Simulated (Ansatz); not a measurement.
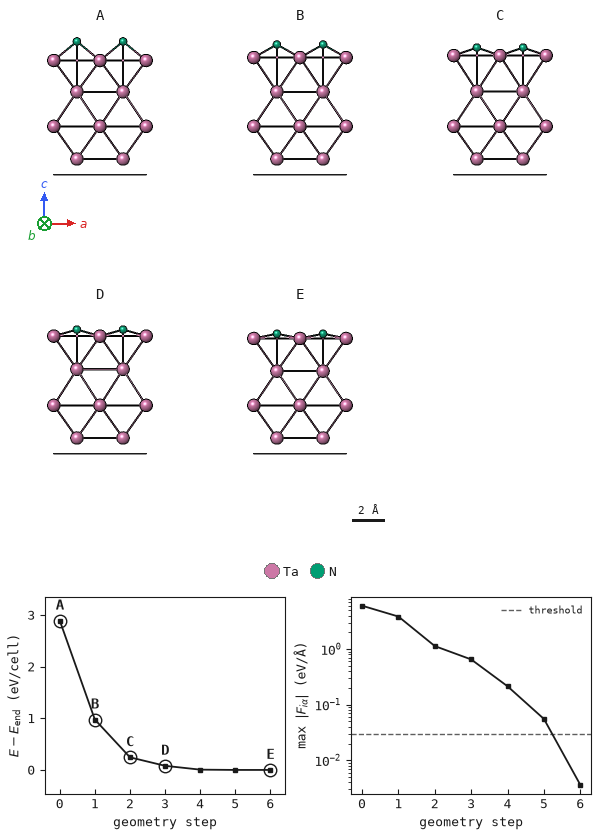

Frames of a constrained relaxation of a slab of composition Ta$_{4}$N (cut from the Fm-3m phase), marked on the history of the run. A ball-and-stick model of the 2 × 2 repeat of the cell, outlined in the plane, without the vacuum, seen along the b axis.

Case: N put over a Ta atom of a lower plane. The slab is the (1 0 0) face of Ta with N on it. 2 atoms are held fixed.

The calculation used DFT PBEsol, scalar-relativistic, plane waves, PAW (Ansatz). Settings: plane-wave cutoff 420 eV; k-point mesh 10 × 10 × 1; occupations gaussian; smearing width 0.1 eV; no spin polarisation; dipole correction; atoms relaxed in a fixed cell; force threshold 0.03 eV/Å; at most 70 steps.

What happens along the run?

After 6 geometry steps the energy has fallen by 2.891 eV per cell of the calculation. The largest force component goes from 6 to 0.0036 eV/Å. The largest move is that of the N atom, 0.85 Å along the normal (−c). Largest moves by element: N 0.85 Å, Ta 0.07 Å. The lattice vectors keep their values. Among the contacts that change: N–Ta 3.223 → 2.398 Å, N–Ta 2.418 → 2.110 Å, Ta–Ta 2.894 → 2.956 Å, Ta–Ta 3.040 → 3.023 Å. Bond angles that change, for instance: Ta–N–Ta 119.4° → 163.3°, Ta–N–Ta 75.3° → 88.8°. From step 0 to 1: the N atom moves most (0.19 Å), energy −1.916 eV per cell of the calculation. From step 1 to 2: the N atom moves most (0.19 Å), energy −0.731 eV per cell of the calculation. From step 2 to 3: the N atom moves most (0.19 Å), energy −0.164 eV per cell of the calculation. From step 3 to 6: the N atom moves most (0.26 Å), energy −80.0 meV per cell of the calculation.

```json
{"step": "0", "E − E(0), meV/atom": "0.00", "largest force component, eV/Å": "6.0434"}
{"step": "1", "E − E(0), meV/atom": "-383.15", "largest force component, eV/Å": "3.8548"}
{"step": "2", "E − E(0), meV/atom": "-529.27", "largest force component, eV/Å": "1.1338"}
{"step": "3", "E − E(0), meV/atom": "-562.17", "largest force component, eV/Å": "0.6518"}
{"step": "4", "E − E(0), meV/atom": "-576.99", "largest force component, eV/Å": "0.2140"}
{"step": "5", "E − E(0), meV/atom": "-578.13", "largest force component, eV/Å": "0.0553"}
{"step": "6", "E − E(0), meV/atom": "-578.17", "largest force component, eV/Å": "0.0036"}
```

Limits of the set-up: the cell has an odd number of electrons but was run without spin polarisation; the periodic images lie only 3.0 Å apart, so the values are limited by the cell's size.
